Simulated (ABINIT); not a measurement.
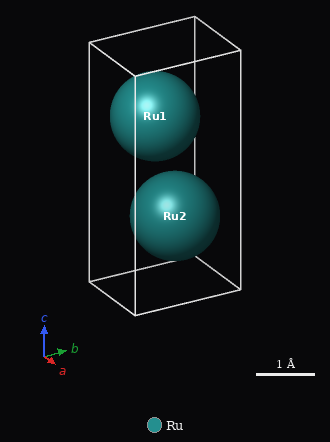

Fig. 1: The structure (spheres-only view of the cell of the calculation, seen slightly off an axis; atoms are numbered from 1 in the order of the input). An atom can appear more than once, as a periodic image.

## Ru: single-point calculation

Ru (P6₃/mmc, 2 atoms in the cell), computed with Kohn-Sham DFT of a periodic cell, PBE, JTH PAW PBE v2.0, no spin polarisation (ABINIT 10.8.3).

The structure derives from an entry of the Crystallography Open Database.

## The program's output
```
.Version 10.8.3 of ABINIT
 Symmetries : space group P6_3/m m c (#194); Bravais hP (primitive hexag.)
================================================================================
 Values of the parameters that define the memory need of the present run
     intxc =       0    ionmov =       0      iscf =      17    lmnmax =      18
     lnmax =       6     mgfft =      30  mpssoang =       3    mqgrid =    3001
     natom =       2  nloc_mem =       2    nspden =       1   nspinor =       1
    nsppol =       1      nsym =      24    n1xccc =       1    ntypat =       1
    occopt =       4   xclevel =       2
       mpw =         523          nfft =        9720          nkpt =          64
 PAW method is used; the additional fine FFT grid is defined by:
   mgfftf=        40    nfftf =     29160
================================================================================
================================================================================

--------------------------------------------------------------------------------
------------- Echo of variables that govern the present computation ------------
--------------------------------------------------------------------------------
 -outvars: echo values of preprocessed input variables --------
            acell      1.8897261259E+00  1.8897261259E+00  1.8897261259E+00 Bohr
              amu      1.01070000E+02
             ecut      1.50000000E+01 Hartree
                       outvar_i_n : Printing only first  50 k-points.
              ixc          11
                       outvar_i_n : Printing only first  50 k-points.
         kptrlatt       11    0    0      0   11    0      0    0    6
          kptrlen      4.85497098E+01
            natom           2
            nband          20
            ngfft          18      18      30
          ngfftdg          27      27      40
             nkpt          64
            nstep         100
             nsym          24
           ntypat           1
                       prtocc : prtvol=0, do not print more k-points.
           occopt           4
        pawecutdg      3.00000000E+01 Hartree
         pawxcdev           0
           prtden           0
        prtebands           0
           prteig           0
            prtwf           0
            rprim      2.7058000000E+00  0.0000000000E+00  0.0000000000E+00
                      -1.3529000000E+00  2.3432915376E+00  0.0000000000E+00
                       0.0000000000E+00  0.0000000000E+00  4.2819000000E+00
          spgroup         194
           tolvrs      1.00000000E-09
           tsmear      3.67493222E-03 Hartree
            typat      1  1
           useylm           1
                       outvars : Printing only first  50 k-points.
           xangst      1.3529000000E+00  7.8109717920E-01  3.2114250000E+00
                      -2.9837281572E-16  1.5621943584E+00  1.0704750000E+00
            xcart      2.5566104757E+00  1.4760597464E+00  6.0687137239E+00
                      -5.6384290513E-16  2.9521194928E+00  2.0229045746E+00
             xred      6.6666666667E-01  3.3333333333E-01  7.5000000000E-01
                       3.3333333333E-01  6.6666666667E-01  2.5000000000E-01
            znucl       44.00000

================================================================================

 chkinp: Checking input parameters for consistency.

================================================================================
== DATASET  1 ==================================================================

--- !DatasetInfo
iteration_state: {dtset: 1, }
dimensions: {natom: 2, nkpt: 64, mband: 20, nsppol: 1, nspinor: 1, nspden: 1, mpw: 523, }
cutoff_energies: {ecut:  15.0, pawecutdg:  30.0, }
electrons: {nelect:   3.20000000E+01, charge:   0.00000000E+00, occopt:   4.00000000E+00, tsmear:   3.67493222E-03, }
meta: {optdriver: 0, ionmov: 0, optcell: 0, iscf: 17, paral_kgb: 0, }
...

 Exchange-correlation functional for the present dataset will be:
  GGA: Perdew-Burke-Ernzerhof functional - ixc=11
  J.P.Perdew, K.Burke, M.Ernzerhof, PRL 77, 3865 (1996)

 Real(R)+Recip(G) space primitive vectors, cartesian coordinates (Bohr,Bohr^-1):
 R(1)=  5.1132210  0.0000000  0.0000000  G(1)=  0.1955714  0.1129132  0.0000000
 R(2)= -2.5566105  4.4281792  0.0000000  G(2)=  0.0000000  0.2258265  0.0000000
 R(3)=  0.0000000  0.0000000  8.0916183  G(3)=  0.0000000  0.0000000  0.1235847
 Unit cell volume ucvol=  1.8321252E+02 bohr^3
 Angles (23,13,12)=  9.00000000E+01  9.00000000E+01  1.20000000E+02 degrees

 Coarse grid specifications (used for wave-functions):

 getcut: wavevector=  0.0000  0.0000  0.0000  ngfft=  18  18  30
         ecut(hartree)=     15.000   => boxcut(ratio)=   2.02329

 Fine grid specifications (used for densities):

 getcut: wavevector=  0.0000  0.0000  0.0000  ngfft=  27  27  40
         ecut(hartree)=     30.000   => boxcut(ratio)=   2.00493

--- Pseudopotential description ------------------------------------------------
- pspini: atom type   1  psp file is ./Ru.GGA_PBE-JTH.xml
 Pseudopotential format is: paw10
 basis_size (lnmax)=  6 (lmn_size= 18), orbitals=   0   0   1   1   2   2
 Spheres core radius: rc_sph= 2.21046734
 Shapefunction is SIN type: shapef(r)=[sin(pi*r/rshp)/(pi*r/rshp)]**2
 Radius for shape functions =  2.00219127
 Compensation charge density is not taken into account in XC energy/potential

   2.05817936E+03                                ecore*ucvol(ha*bohr**3)
--------------------------------------------------------------------------------

================================================================================

--- !BeginCycle
iteration_state: {dtset: 1, }
solver: {iscf: 17, nstep: 100, nline: 4, wfoptalg: 10, }
tolerances: {tolvrs: 1.00E-09, }
...

     iter   Etot(hartree)      deltaE(h)  residm     nres2
 ETOT  1  -190.00871732347    -1.900E+02 7.268E+00 5.240E+00
 ETOT  2  -191.39355707390    -1.385E+00 1.518E-01 1.713E+00
 ETOT  3  -191.38569966525     7.857E-03 2.518E-02 2.065E-01
 ETOT  4  -191.38531923619     3.804E-04 8.817E-03 5.208E-03
 ETOT  5  -191.38539989532    -8.066E-05 2.738E-03 1.550E-03
 ETOT  6  -191.38539286106     7.034E-06 3.221E-03 6.180E-05
 ETOT  7  -191.38539323961    -3.786E-07 5.697E-04 2.981E-06
 ETOT  8  -191.38539323942     1.863E-10 5.158E-04 1.986E-07
 ETOT  9  -191.38539323837     1.053E-09 1.335E-04 1.057E-08
 ETOT 10  -191.38539323831     5.699E-11 7.676E-05 2.604E-10

 At SCF step   10       nres2   =  2.60E-10 < tolvrs=  1.00E-09 =>converged.

 Cartesian components of stress tensor (hartree/bohr^3)
  sigma(1 1)= -1.39751501E-04  sigma(3 2)=  0.00000000E+00
  sigma(2 2)= -1.39751503E-04  sigma(3 1)=  0.00000000E+00
  sigma(3 3)= -1.43322580E-04  sigma(2 1)=  0.00000000E+00

--- !ResultsGS
iteration_state: {dtset: 1, }
comment   : Summary of ground state results
lattice_vectors:
- [  5.1132210,   0.0000000,   0.0000000, ]
- [ -2.5566105,   4.4281792,   0.0000000, ]
- [  0.0000000,   0.0000000,   8.0916183, ]
lattice_lengths: [   5.11322,    5.11322,    8.09162, ]
lattice_angles: [ 90.000,  90.000, 120.000, ] # degrees, (23, 13, 12)
lattice_volume:   1.8321252E+02
convergence: {deltae:  5.699E-11, res2:  2.604E-10, residm:  7.676E-05, diffor: null, }
etotal    :  -1.91385393E+02
entropy   :   0.00000000E+00
fermie    :   5.26836632E-01
cartesian_stress_tensor: # hartree/bohr^3
- [ -1.39751501E-04,   0.00000000E+00,   0.00000000E+00, ]
- [  0.00000000E+00,  -1.39751503E-04,   0.00000000E+00, ]
- [  0.00000000E+00,   0.00000000E+00,  -1.43322580E-04, ]
pressure_GPa:   4.1467E+00
xred      :
- [  6.6667E-01,   3.3333E-01,   7.5000E-01, Ru]
- [  3.3333E-01,   6.6667E-01,   2.5000E-01, Ru]
cartesian_forces: # hartree/bohr
- [ -5.26604512E-29,   2.12824680E-28,  -0.00000000E+00, ]
- [  5.26604512E-29,  -2.12824680E-28,  -0.00000000E+00, ]
force_length_stats: {min:   2.19242941E-28, max:   2.19242941E-28, mean:   2.19242941E-28, }
...

 Integrated electronic density in atomic spheres:
 ------------------------------------------------
 Atom  Sphere_radius  Integrated_density
    1        2.21047         13.73271252
    2        2.21047         13.73271252

================================================================================

 ----iterations are completed or convergence reached----

 Mean square residual over all n,k,spin=   16.844E-08; max=  76.764E-06
 reduced coordinates (array xred) for    2 atoms
       0.666666666667      0.333333333333      0.750000000000
       0.333333333333      0.666666666667      0.250000000000
 rms dE/dt=  6.5956E-28; max dE/dt=  1.0771E-27; dE/dt below (all hartree)
    1       0.000000000000     -0.000000000000      0.000000000000
    2      -0.000000000000      0.000000000000      0.000000000000

 cartesian coordinates (angstrom) at end:
    1      1.35290000000000     0.78109717920000     3.21142500000000
    2     -0.00000000000000     1.56219435840000     1.07047500000000

 cartesian forces (hartree/bohr) at end:
    1     -0.00000000000000     0.00000000000000    -0.00000000000000
    2      0.00000000000000    -0.00000000000000    -0.00000000000000
 frms,max,avg= 1.2657997E-28 2.1282468E-28   0.000E+00  0.000E+00  0.000E+00 h/b

 cartesian forces (eV/Angstrom) at end:
    1     -0.00000000000000     0.00000000000000    -0.00000000000000
    2      0.00000000000000    -0.00000000000000    -0.00000000000000
 frms,max,avg= 6.5090038E-27 1.0943885E-26   0.000E+00  0.000E+00  0.000E+00 e/A
 length scales=  1.889726125908  1.889726125908  1.889726125908 bohr
              =  1.000000000000  1.000000000000  1.000000000000 angstroms
 Fermi (or HOMO) energy (hartree) =   0.52684   Average Vxc (hartree)=  -0.48723
 Eigenvalues (hartree) for nkpt=  64  k points:
 kpt#   1, nband= 20, wtk=  0.00138, kpt=  0.0000  0.0000  0.0000 (reduced coord)
  -2.15852   -2.15099   -1.07419   -1.03990   -1.03990   -1.03363   -1.03363   -1.03207
   0.23523    0.30081    0.43382    0.43382    0.44031    0.45894    0.45894    0.47828
   0.47828    0.57272    0.57272    0.57950
      occupation numbers for kpt#   1
   2.00000    2.00000    2.00000    2.00000    2.00000    2.00000    2.00000    2.00000
   2.00000    2.00000    2.00000    2.00000    2.00000    2.00000    2.00000    2.00000
   2.00000    0.00000    0.00000    0.00000
 prteigrs : prtvol=0 or 1, do not print more k-points.

--- !EnergyTerms
iteration_state     : {dtset: 1, }
comment             : Components of total free energy in Hartree
kinetic             :  2.30173706524293E+01
hartree             :  2.75597299708570E+01
xc                  : -7.79932546599753E+00
Ewald energy        : -1.63992206331045E+02
psp_core            :  1.12338360068777E+01
local_psp           : -9.45067676439438E+01
PAW spherical_terms :  1.31018906153026E+01
internal            : -1.91385472195519E+02
'-kT*entropy'       :  6.54543390169188E-05
total_energy        : -1.91385406741180E+02
total_energy_eV     : -5.20786222467843E+03
...

--- !EnergyTermsDC
iteration_state     : {dtset: 1, }
comment             : '"Double-counting" decomposition of free energy'
band_energy         : -1.46259133913824E+01
Ewald energy        : -1.63992206331045E+02
psp_core            :  1.12338360068777E+01
xc_dc               : -2.51820143602612E+01
PAW spherical_terms :  1.18083938315794E+00
internal            : -1.91385458692653E+02
'-kT*entropy'       :  6.54543390169188E-05
total_energy_dc     : -1.91385393238314E+02
total_energy_dc_eV  : -5.20786185724671E+03
...

--- !EnergyTermsWithPAWCore
iteration_state     : {dtset: 1, }
comment             : 'Components of total free energy, including PAW core contributions'
Total energy        : -9.06218068171607E+03
Total energy DC     : -9.06218066821320E+03
Total energy (eV)   : -2.46594498761043E+05
Total energy DC (eV): -2.46594498393612E+05
...

 Cartesian components of stress tensor (hartree/bohr^3)
  sigma(1 1)= -1.39751501E-04  sigma(3 2)=  0.00000000E+00
  sigma(2 2)= -1.39751503E-04  sigma(3 1)=  0.00000000E+00
  sigma(3 3)= -1.43322580E-04  sigma(2 1)=  0.00000000E+00

-Cartesian components of stress tensor (GPa)         [Pressure=  4.1467E+00 GPa]
- sigma(1 1)= -4.11163112E+00  sigma(3 2)=  0.00000000E+00
- sigma(2 2)= -4.11163118E+00  sigma(3 1)=  0.00000000E+00
- sigma(3 3)= -4.21669589E+00  sigma(2 1)=  0.00000000E+00

== END DATASET(S) ==============================================================
================================================================================

 -outvars: echo values of variables after computation  --------
            acell      1.8897261259E+00  1.8897261259E+00  1.8897261259E+00 Bohr
           etotal     -1.9138539324E+02
            fcart     -5.2660451185E-29  2.1282467967E-28 -0.0000000000E+00
                       5.2660451185E-29 -2.1282467967E-28 -0.0000000000E+00
            rprim      2.7058000000E+00  0.0000000000E+00  0.0000000000E+00
                      -1.3529000000E+00  2.3432915376E+00  0.0000000000E+00
                       0.0000000000E+00  0.0000000000E+00  4.2819000000E+00
           strten     -1.3975150109E-04 -1.3975150318E-04 -1.4332258034E-04
                       0.0000000000E+00  0.0000000000E+00  0.0000000000E+00
           xangst      1.3529000000E+00  7.8109717920E-01  3.2114250000E+00
                      -2.9837281572E-16  1.5621943584E+00  1.0704750000E+00
             xred      6.6666666667E-01  3.3333333333E-01  7.5000000000E-01
                       3.3333333333E-01  6.6666666667E-01  2.5000000000E-01
 Calculation completed.
```

This output came from the following input.

## Input file
```
pp_dirpath "./"
pseudos "Ru.GGA_PBE-JTH.xml"

acell 3*1.0 Angstrom
rprim
     2.7058000000     0.0000000000     0.0000000000
    -1.3529000000     2.3432915376     0.0000000000
     0.0000000000     0.0000000000     4.2819000000
ntypat 1
znucl 44
natom 2
typat 1 1
xred
     0.6666666667     0.3333333333     0.7500000000
     0.3333333333     0.6666666667     0.2500000000

ecut 15.0
pawecutdg 30.0
pawxcdev 0

kptopt 1
ngkpt 11 11 6
nshiftk 1
shiftk 0.0 0.0 0.0

ixc 11

nband 20
occopt 4
tsmear 0.1 eV

nstep 100
tolvrs 1.0e-9

iomode 3
prtwf 0
prtden 0
prteig 0
prtebands 0
```

Command:
```bash
abinit run.abi > log 2>&1
```

## Summary

| quantity | value |
| --- | --- |
| outcome | converged |
| space group (tolerance 0.01 Å) | P6₃/mmc (194) |
| electrons treated | 32 |
| free energy | −5207.8619 eV |
| Fermi energy | 14.336 eV |
| gap on the k-point mesh | none (metallic) |
| pressure | 4.15 GPa |
| largest force (length of the vector) | under 0.001 eV/Å |
| hardware | 1 thread of Arm Neoverse V2, 24 GiB of memory available, shared host |
| wall time | 18 s |
| peak memory | 0.1 GiB |
